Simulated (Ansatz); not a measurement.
## Energy of Al$_{2}$O$_{3}$ along an even scaling of the cell

System: Al$_{2}$O$_{3}$ (R-3c, 10 atoms in the cell).
Method: Kohn-Sham DFT of a periodic cell, revPBE with D4, Ansatz PAW, no spin polarisation (Ansatz 0.2.0).

The 6 runs differ only in the geometry, by an even scaling of the cell at fixed fractional positions. The structure derives from an entry of the Crystallography Open Database.

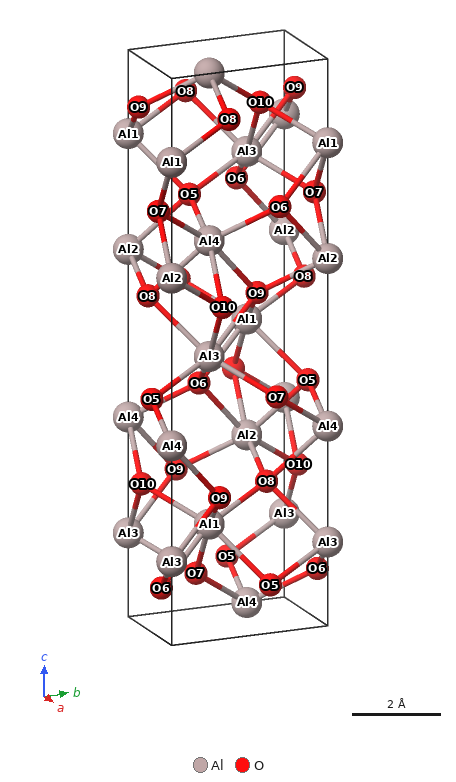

Figure 1. The structure of run 4 (ball-and-stick view of the cell 3 times as large as that of the calculation, set on its symmetry axes, seen slightly off an axis; atoms are numbered from 1 in the order of the input).

### Input of run 4
```yaml
crystal:
  lattice:
    - [2.3960137044, 1.3833391572, 4.3605553615]
    - [-2.3960137044, 1.3833391572, 4.3605553615]
    - [0.0, -2.7666783145, 4.3605553615]
  atoms:
    - { symbol: Al, position: [0.85216, 0.85216, 0.85216] }
    - { symbol: Al, position: [0.64784, 0.64784, 0.64784] }
    - { symbol: Al, position: [0.14784, 0.14784, 0.14784] }
    - { symbol: Al, position: [0.35216, 0.35216, 0.35216] }
    - { symbol: O, position: [0.05668, 0.75, 0.44332] }
    - { symbol: O, position: [0.75, 0.44332, 0.05668] }
    - { symbol: O, position: [0.44332, 0.05668, 0.75] }
    - { symbol: O, position: [0.94332, 0.25, 0.55668] }
    - { symbol: O, position: [0.25, 0.55668, 0.94332] }
    - { symbol: O, position: [0.55668, 0.94332, 0.25] }
hamiltonian:
  xc: revpbe
  pseudopotentials: { kind: paw }
  dispersion: d4
kpoints:
  mp_grid: { grid: [7, 7, 7] }
scf:
  occupations: { method: fermi_dirac, width: 0.05 }
output:
  forces: true
  stress: true
  eigenvalues: true
```

Command:
```bash
ansatz run input.yaml --threads 2 --pin off --max-ram 5120MiB --backend cpu --events-out ev --progress --plain --runs-dir out
```

Lattice vectors (Å) and fractional positions of run 4:
```
   2.396014    1.383339    4.360555
  -2.396014    1.383339    4.360555
   0.000000   -2.766678    4.360555
Al  0.852160  0.852160  0.852160
Al  0.647840  0.647840  0.647840
Al  0.147840  0.147840  0.147840
Al  0.352160  0.352160  0.352160
O   0.056680  0.750000  0.443320
O   0.750000  0.443320  0.056680
O   0.443320  0.056680  0.750000
O   0.943320  0.250000  0.556680
O   0.250000  0.556680  0.943320
O   0.556680  0.943320  0.250000
```

Run 3 differs from it as follows:
```diff
-    - [2.3960137044, 1.3833391572, 4.3605553615]
-    - [-2.3960137044, 1.3833391572, 4.3605553615]
-    - [0.0, -2.7666783145, 4.3605553615]
+    - [2.38025, 1.3742379782, 4.3318666667]
+    - [-2.38025, 1.3742379782, 4.3318666667]
+    - [0.0, -2.7484759565, 4.3318666667]
```

### Results, with one run withheld

```csv
run,volume per atom (Å³),"free energy per atom, from the lowest run given (meV)",pressure (GPa),gap on the mesh (eV)
1,7.992,26.55,17.89,7.08
2,8.162,10.97,11.59,6.81
3,8.502,?,?,?
4,8.672,0.00,−3.93,6.04
5,8.842,6.43,−8.14,5.80
6,9.012,17.14,−11.96,5.57
```

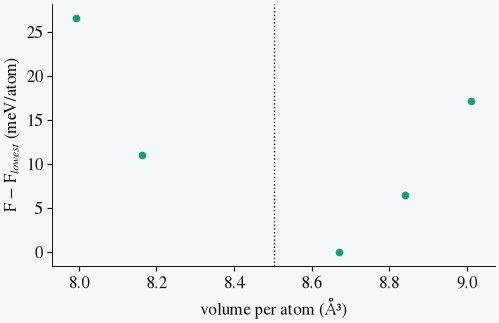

Figure 2. Free energy per atom of the runs given; the dotted line marks run 3.

What should run 3 give?

A cubic polynomial in V^(−2/3) (the Birch–Murnaghan form), fitted to the 5 runs given, misses them by under 0.01 meV per atom. With x = V^(−2/3) − 0.23971 Å⁻², it reads F = −1.7847 + 69.89 x + 2.5253e+05 x² − 8003.3 x³ (meV per atom). At run 3 it gives −1.73 meV per atom, and the run itself gives −1.73. The slope of the fit gives a pressure −dF/dV of 0.74 GPa there, and the run prints 0.74 GPa. The fit has its minimum at 8.528 Å³ per atom, where V d²F/dV² gives 242 GPa. Cell shape and fractional positions are held, so this is the stiffness under even scaling; the relaxed bulk modulus wasn't computed. The gap on the mesh goes, without turning, from 7.08 eV in run 1 to 5.57 eV in run 6; run 3 has 6.29 eV. These are gaps of this functional on this mesh, which can miss the band edges; they aren't the measured gap.

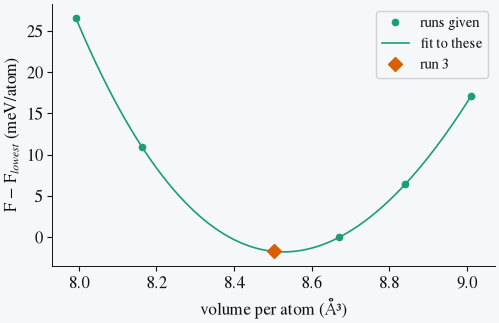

Figure 3. The fit and the withheld run.

### Output, shortened to warnings, some set-up lines, iterations and results (run 3)
```
Basis set: ecut = 420 eV, 1653 PW (Γ), exchange–correlation on 72×72×72 points (8 copies of the dense FFT grid, shifted against one another)
Symmetry: 12 space group operations
k-points: 44 of 343
Initial density: superposition of atomic densities (neutral atoms: chi_scale 0, normalization atom), corrected by the library's trained network
[...]
SCF iter   1: F=—  HF=-5590.412372 eV  |F-HF|=—  |Δ(HF+E_count)|=         —  Δρ=2.75e-3  dr2=4.45e-3  ethr=1.77e-3  ⟨swp⟩=7.5  Hψ=7991  notcnv=0  defer=20
SCF iter   2: F=—  HF=-5590.413074 eV  |F-HF|=—  |Δ(HF+E_count)|=   7.01e-4  Δρ=1.54e-3  dr2=8.09e-4  ethr=9.28e-6  ⟨swp⟩=2.0  Hψ=2927  notcnv=0  defer=89
SCF iter   3: F=—  HF=-5590.413734 eV  |F-HF|=—  |Δ(HF+E_count)|=   6.60e-4  Δρ=3.98e-4  dr2=1.08e-4  ethr=1.69e-6  ⟨swp⟩=2.7  Hψ=2469  notcnv=0  defer=57
SCF iter   4: F=—  HF=-5590.413797 eV  |F-HF|=—  |Δ(HF+E_count)|=   6.28e-5  Δρ=7.73e-5  dr2=2.65e-6  ethr=2.25e-7  ⟨swp⟩=2.1  Hψ=2160  notcnv=0  defer=57
SCF iter   5: F=—  HF=-5590.413843 eV  |F-HF|=—  |Δ(HF+E_count)|=   4.62e-5  Δρ=1.51e-5  dr2=1.55e-7  ethr=5.52e-9  ⟨swp⟩=2.0  Hψ=2384  notcnv=0  defer=57
SCF iter   6: F=-5590.413843 eV  HF=-5590.413843 eV  |F-HF|=3.30e-8  |Δ(HF+E_count)|=   2.86e-7  Δρ=5.12e-6  dr2=2.81e-8  ethr=2.08e-10  ⟨swp⟩=10.2  Hψ=6653  notcnv=0
SCF 1 converged in 6 iterations: F = -5590.413843 eV  dr2 = 2.81e-8
SCF converged after 6 iterations
Free energy (F): -5590.413843 eV
Harris-Foulkes:  -5590.413843 eV  (|F-HF|=3.30e-8)
Internal energy: -5590.413843 eV  (E = F + TS)
E sigma→0 (E₀):  -5590.413843 eV
Fermi energy:    11.078751 eV
--- Per-component energies (eV) ---
  E_band       = 71.711786
  E_kinetic    = 1187.071535
  E_local      = -1977.970438  (includes V_loc(G=0)·N_el)
  E_nonlocal   = 319.660635
  E_hartree    = 735.959339
  E_xc         = -616.032230
  E_vxc        = -698.490491  (∫ρ·V_xc dr)
  E_paw        = -2835.855322  (= ΣΔE_a)
  E_vpaw       = -230.492527  (= ΣTr[D̂ρ^β])
  E_aug_tail   = 0.015071  (compensation charges beyond the density's cutoff)
  E_ewald      = -2397.730569
  E_disp       = -5.381578  (pairwise vdW)
  E_core_change = -0.150286  (= ΣΔE_core)
  E_smearing   = -0.000000  (= −TS)
  E_closure    = -0.000000  (closes the sum)
  Σ components = -5590.413843   (vs F -5590.413843, Δ=0.00e0)
--- Forces (eV/Å), atoms counted from 1 ---
  atom   1  Al     0.00000000     0.00000000    -0.00948000
  atom   2  Al     0.00000000    -0.00000000     0.00948000
  atom   3  Al    -0.00000000    -0.00000000     0.00948000
  atom   4  Al    -0.00000000     0.00000000    -0.00948000
  atom   5  O      0.01619587     0.02805208     0.00000000
  atom   6  O      0.01619587    -0.02805208    -0.00000000
  atom   7  O     -0.03239175    -0.00000000    -0.00000000
  atom   8  O     -0.01619587    -0.02805208    -0.00000000
  atom   9  O     -0.01619587     0.02805208     0.00000000
  atom  10  O      0.03239175     0.00000000    -0.00000000
  max |Σ_I F_I| component: 1.39e-17 eV/Å
--- Stress (GPa, compression-positive) ---
        0.951076       0.000000       0.000000
        0.000000       0.951076       0.000000
        0.000000       0.000000       0.308226
  P = ⅓ Tr σ = 0.7368 GPa (7.368 kbar)
```

Notes: Points of doubt noted for this run: forces on files of another functional.
